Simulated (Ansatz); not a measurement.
## Zr$_{5}$S$_{12}$: a changed input and its effect

System: Zr$_{5}$S$_{12}$ (slab, 17 atoms in the cell).
Method of the first run: DFT PBEsol, scalar-relativistic, plane waves, PAW, no spin polarisation (Ansatz 0.2.0).

The structure derives from an entry of the Crystallography Open Database. Text and figures count atoms from 1; the logs count them from 0 in places.

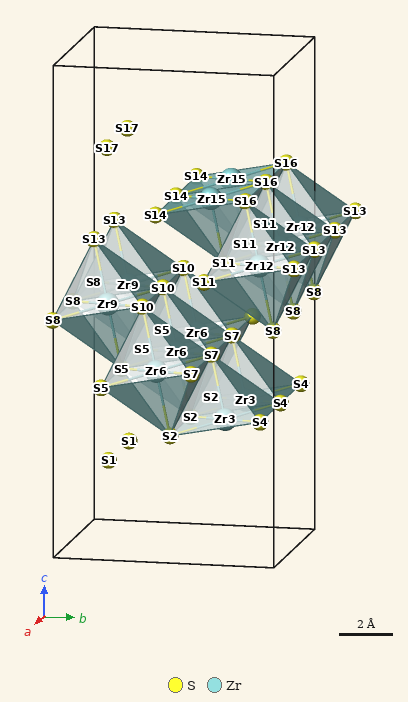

The structure (polyhedral view of the 2 × 1 repeat of the cell, with the vacuum cut short, seen slightly off an axis; polyhedra are completed across the faces of the cell; atoms are numbered from 1 in the order of the input). An atom can appear more than once, as a periodic image.

### Input, the first run
```yaml
crystal:
  lattice:
    - [3.6273865728, 0.0, 0.0]
    - [0.0, 8.6056646465, 0.0]
    - [0.0, 0.0, 27.1897815996]
  atoms:
    - { symbol: S, position: [0.5, 0.2042207632, 0.2758389203] }
    - { symbol: S, position: [0.0, 0.5292713259, 0.3293949887] }
    - { symbol: Zr, position: [0.5, 0.7334920891, 0.3420935636] }
    - { symbol: S, position: [0.0, 0.9377128522, 0.3547921385] }
    - { symbol: S, position: [0.5, 0.2627634149, 0.4083482069] }
    - { symbol: Zr, position: [0.0, 0.4669841781, 0.4210467818] }
    - { symbol: S, position: [0.5, 0.6712049413, 0.4337453567] }
    - { symbol: S, position: [0.0, 0.996255504, 0.4873014251] }
    - { symbol: Zr, position: [0.5, 0.2004762672, 0.5] }
    - { symbol: S, position: [0.0, 0.4046970304, 0.5126985749] }
    - { symbol: S, position: [0.5, 0.729747593, 0.5662546433] }
    - { symbol: Zr, position: [0.0, 0.9339683562, 0.5789532182] }
    - { symbol: S, position: [0.5, 0.1381891194, 0.5916517931] }
    - { symbol: S, position: [0.0, 0.4632396821, 0.6452078615] }
    - { symbol: Zr, position: [0.5, 0.6674604453, 0.6579064364] }
    - { symbol: S, position: [0.0, 0.8716812085, 0.6706050113] }
    - { symbol: S, position: [0.5, 0.1967317711, 0.7241610797] }
basis:
  ecutwfc: 420
kpoints:
  mp_grid: { grid: [7, 3, 1] }
hamiltonian:
  xc: pbesol
scf:
  occupations: { method: gaussian, width: 0.05 }
  n_extra_bands: 30
output:
  forces: true
  stress: true
  eigenvalues: true
efield:
  axis: 3
  dipole_correction: true
  ramp_width: 0.04
```

Command:
```bash
ansatz run input.yaml --threads 2 --pin off --max-ram 5120MiB --backend cpu --events-out ev --progress --plain --runs-dir out
```

Hardware: 2 threads of Arm Neoverse V2, 24 GiB of memory available, shared host.

### Output, shortened to warnings, some set-up lines, iterations and results (the first run)
```
Basis set: ecut = 420 eV, 16515 PW (Γ), exchange–correlation on 50×120×384 points (8 copies of the dense FFT grid, shifted against one another)
Symmetry: 2 space group operations
k-points: 8 of 21 (time reversal used)
Initial density: superposition of atomic densities (neutral atoms: chi_scale 0, normalization atom), corrected by the library's trained network
[...]
SCF iter   1: F=—  HF=-31276.584462 eV  |F-HF|=—  |Δ(HF+E_count)|=         —  Δρ=5.66e-3  dr2=7.03e-1  ethr=1.77e-3  p=0.000 e·Å  D=1.36e-11 V/Å  ΔV_dip=-0.00 eV  …
SCF iter   2: F=—  HF=-31276.694944 eV  |F-HF|=—  |Δ(HF+E_count)|=   1.10e-1  Δρ=1.39e-2  dr2=1.71e0  ethr=5.32e-4  p=-0.000 e·Å  D=-1.58e-6 V/Å  ΔV_dip=0.00 eV  …
SCF iter   3: F=—  HF=-31276.535108 eV  |F-HF|=—  |Δ(HF+E_count)|=   1.60e-1  Δρ=2.82e-3  dr2=3.41e-1  ethr=5.32e-4  p=-0.000 e·Å  D=-2.48e-6 V/Å  ΔV_dip=0.00 eV  …
SCF iter   4: F=—  HF=-31276.522016 eV  |F-HF|=—  |Δ(HF+E_count)|=   1.31e-2  Δρ=3.03e-3  dr2=2.12e-1  ethr=2.58e-4  p=0.000 e·Å  D=1.80e-6 V/Å  ΔV_dip=-0.00 eV  …
SCF iter   5: F=—  HF=-31276.524377 eV  |F-HF|=—  |Δ(HF+E_count)|=   2.36e-3  Δρ=4.40e-3  dr2=2.86e-1  ethr=1.60e-4  p=-0.000 e·Å  D=-4.99e-6 V/Å  ΔV_dip=0.00 eV  …
[... 14 lines ...]
SCF iter  20: F=—  HF=-31276.500068 eV  |F-HF|=—  |Δ(HF+E_count)|=   2.30e-8  Δρ=5.00e-6  dr2=4.26e-7  ethr=5.58e-10  p=-0.000 e·Å  D=-2.86e-7 V/Å  ΔV_dip=0.00 eV  …
SCF iter  21: F=—  HF=-31276.500068 eV  |F-HF|=—  |Δ(HF+E_count)|=   8.97e-8  Δρ=2.82e-6  dr2=1.81e-7  ethr=3.23e-10  p=-0.000 e·Å  D=-3.00e-7 V/Å  ΔV_dip=0.00 eV  …
SCF iter  22: F=—  HF=-31276.500068 eV  |F-HF|=—  |Δ(HF+E_count)|=   1.49e-8  Δρ=2.62e-6  dr2=1.47e-7  ethr=7.58e-11  p=-0.000 e·Å  D=-8.93e-10 V/Å  ΔV_dip=0.00 eV  …
SCF iter  23: F=-31276.500068 eV  HF=-31276.500068 eV  |F-HF|=3.01e-8  |Δ(HF+E_count)|=   1.45e-8  Δρ=1.47e-6  dr2=6.04e-8  ethr=7.58e-11  p=-0.000 e·Å  D=-1.09e-7 V/Å  …
SCF 1 converged in 23 iterations: F = -31276.500068 eV  dr2 = 6.04e-8
SCF converged after 23 iterations
Free energy (F): -31276.500068 eV
Harris-Foulkes:  -31276.500068 eV  (|F-HF|=3.01e-8)
Internal energy: -31276.454220 eV  (E = F + TS)
E sigma→0 (E₀):  -31276.477144 eV
Entropy (-TS):   -0.045848 eV (-2.697 meV/atom)
Fermi energy:    -0.221533 eV
Dipole field:    D = -0.000028 V/Å  (p = -0.000134 e·Å, saw-weighted, corrected)
Work function:   Φ+ = 6.0958 eV   Φ− = 6.0951 eV
Levels:          The Fermi level and band energies are counted from a zero that moves with the ramp; work functions are not
--- Per-component energies (eV) ---
  E_band       = -1765.463700
  E_kinetic    = 2923.273864
  E_local      = -78469.094458  (includes V_loc(G=0)·N_el)
  E_nonlocal   = 743.146020
  E_hartree    = 37742.456786
  E_xc         = -1944.748470
  E_vxc        = -1984.932350  (∫ρ·V_xc dr)
  E_paw        = -21506.522208  (= ΣΔE_a)
  E_vpaw       = -462.800407  (= ΣTr[D̂ρ^β])
  E_aug_tail   = 0.000130  (compensation charges beyond the density's cutoff)
  E_efield     = 0.000000  (sawtooth field / dipole correction)
  E_vefield    = 0.000000  (∫n·V_field dr)
  E_ewald      = 29233.462121
  E_core_change = 1.571994  (= ΣΔE_core)
  E_smearing   = -0.045848  (= −TS)
  E_closure    = -0.000000  (closes the sum)
  Σ components = -31276.500068   (vs F -31276.500068, Δ=0.00e0)
--- Forces (eV/Å), atoms counted from 1 ---
  atom   1  S      0.00000000    -0.10950445     0.35820456
  atom   2  S      0.00000000    -0.01511281    -0.40359222
  atom   3  Zr     0.00000000     1.19295232     1.59758861
  atom   4  S      0.00000000    -1.11684007    -0.79692438
  atom   5  S      0.00000000     0.06091548    -0.07923923
  atom   6  Zr     0.00000000    -0.33775635     0.07040795
  atom   7  S      0.00000000     0.22107862    -0.59215436
  atom   8  S      0.00000000    -0.08657041     0.02300662
  atom   9  Zr     0.00000000    -0.00000289     0.00000400
  atom  10  S      0.00000000     0.08657293    -0.02301106
  atom  11  S      0.00000000    -0.22107620     0.59214984
  atom  12  Zr     0.00000000     0.33775158    -0.07039866
  atom  13  S      0.00000000    -0.06091308     0.07923592
  atom  14  S      0.00000000     1.11683454     0.79692343
  atom  15  Zr     0.00000000    -1.19295040    -1.59758331
  atom  16  S      0.00000000     0.01511424     0.40358720
  atom  17  S      0.00000000     0.10950955    -0.35820314
  max |Σ_I F_I| component: 2.58e-6 eV/Å
--- Stress (GPa, compression-positive) ---
       -2.147874       0.000000       0.000000
        0.000000      -1.372633       0.086816
        0.000000       0.086816      -1.101809
  P = ⅓ Tr σ = -1.5408 GPa (-15.408 kbar)
```

The input of the second run differs as follows (lines with − go, lines with + come):
```diff
-  n_extra_bands: 30
+  write_density: true
+  write_potential: true
+  elf: true
+  volumetric_format: npy
```

What does this change do to the results?

Both reach the same energy, so the change doesn't alter the result. The SCF takes 22 iterations against 23.

### Output, shortened to warnings, some set-up lines, iterations and results (the second run)
```
WARN: The input density's exchange-correlation potential varies sharply where the density is thin. Do not read a vacuum level from v_tot or v_xc, or from such a field of the output density. On a cell that repeats whose density bears no net charge and no dipole along the vacuum's axis use v_es (v_loc + v_h of the components); under efield.dipole_correction with no amplitude use v_es + v_field, …
Basis set: ecut = 420 eV, 16515 PW (Γ), exchange–correlation on 50×120×384 points (8 copies of the dense FFT grid, shifted against one another)
Symmetry: 2 space group operations
k-points: 8 of 21 (time reversal used)
Initial density: superposition of atomic densities (neutral atoms: chi_scale 0, normalization atom), corrected by the library's trained network
[...]
SCF iter   1: F=—  HF=-31276.588401 eV  |F-HF|=—  |Δ(HF+E_count)|=         —  Δρ=5.69e-3  dr2=7.11e-1  ethr=1.77e-3  p=0.000 e·Å  D=1.36e-11 V/Å  ΔV_dip=-0.00 eV  …
SCF iter   2: F=—  HF=-31276.697930 eV  |F-HF|=—  |Δ(HF+E_count)|=   1.10e-1  Δρ=1.40e-2  dr2=1.73e0  ethr=5.38e-4  p=0.000 e·Å  D=1.34e-6 V/Å  ΔV_dip=-0.00 eV  …
SCF iter   3: F=—  HF=-31276.534973 eV  |F-HF|=—  |Δ(HF+E_count)|=   1.63e-1  Δρ=2.80e-3  dr2=3.39e-1  ethr=5.38e-4  p=0.000 e·Å  D=7.52e-7 V/Å  ΔV_dip=-0.00 eV  …
SCF iter   4: F=—  HF=-31276.522423 eV  |F-HF|=—  |Δ(HF+E_count)|=   1.25e-2  Δρ=3.15e-3  dr2=2.17e-1  ethr=2.57e-4  p=-0.000 e·Å  D=-9.84e-7 V/Å  ΔV_dip=0.00 eV  …
SCF iter   5: F=—  HF=-31276.523679 eV  |F-HF|=—  |Δ(HF+E_count)|=   1.26e-3  Δρ=4.23e-3  dr2=2.77e-1  ethr=1.64e-4  p=-0.000 e·Å  D=-2.60e-6 V/Å  ΔV_dip=0.00 eV  …
[... 13 lines ...]
SCF iter  19: F=—  HF=-31276.500068 eV  |F-HF|=—  |Δ(HF+E_count)|=   1.74e-7  Δρ=4.33e-6  dr2=5.98e-7  ethr=1.07e-9  p=0.000 e·Å  D=1.05e-7 V/Å  ΔV_dip=-0.00 eV  …
SCF iter  20: F=—  HF=-31276.500068 eV  |F-HF|=—  |Δ(HF+E_count)|=   3.75e-8  Δρ=3.62e-6  dr2=2.63e-7  ethr=4.53e-10  p=-0.000 e·Å  D=-2.10e-9 V/Å  ΔV_dip=0.00 eV  …
SCF iter  21: F=—  HF=-31276.500068 eV  |F-HF|=—  |Δ(HF+E_count)|=   3.98e-8  Δρ=2.69e-6  dr2=1.31e-7  ethr=1.99e-10  p=0.000 e·Å  D=1.64e-7 V/Å  ΔV_dip=-0.00 eV  …
SCF iter  22: F=-31276.500068 eV  HF=-31276.500068 eV  |F-HF|=5.28e-10  |Δ(HF+E_count)|=   4.10e-8  Δρ=1.14e-6  dr2=2.90e-8  ethr=7.58e-11  p=0.000 e·Å  D=5.33e-8 V/Å  …
SCF 1 converged in 22 iterations: F = -31276.500068 eV  dr2 = 2.90e-8
WARN: The input density's exchange-correlation potential varies sharply where the density is thin. Do not read a vacuum level from v_tot or v_xc, or from such a field of the output density. On a cell that repeats whose density bears no net charge and no dipole along the vacuum's axis use v_es …
SCF converged after 22 iterations
Free energy (F): -31276.500068 eV
Harris-Foulkes:  -31276.500068 eV  (|F-HF|=5.28e-10)
Internal energy: -31276.454220 eV  (E = F + TS)
E sigma→0 (E₀):  -31276.477144 eV
Entropy (-TS):   -0.045848 eV (-2.697 meV/atom)
Fermi energy:    -0.221533 eV
Dipole field:    D = -0.000019 V/Å  (p = -0.000091 e·Å, saw-weighted, corrected)
Work function:   Φ+ = 6.0957 eV   Φ− = 6.0951 eV
[...]
```

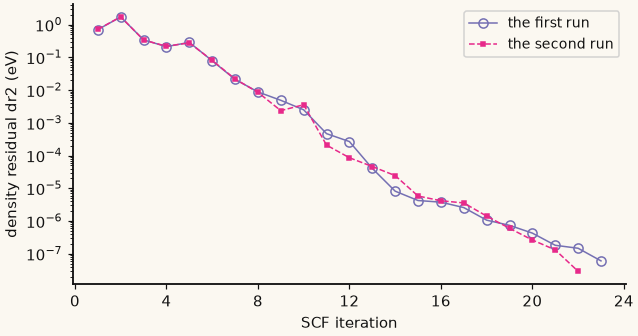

Convergence of the two runs: density residual dr2 against the SCF iteration. The first run takes 23 iterations in all, and the second run takes 22.

### The two runs side by side

| quantity | the first run | the second run |
| --- | --- | --- |
| outcome | converged | converged |
| free energy per atom (eV) | −1839.7941 | −1839.7941 |
| energy per atom, smearing taken to zero (eV) | −1839.7928 | −1839.7928 |
| gap on the mesh (eV) | 0.00 | 0.00 |
| work function (eV) | 6.10 | 6.10 |
| largest force (eV/Å) | 1.994 | 1.994 |
| SCF iterations | 23 | 22 |
| irreducible k-points | 8 | 8 |
| plane waves at Γ | 16515 | 16515 |
| wall time (shared host) | 55 s | 58 s |

For the second run: Warnings: the exchange-correlation potential is rough where the density is thin.
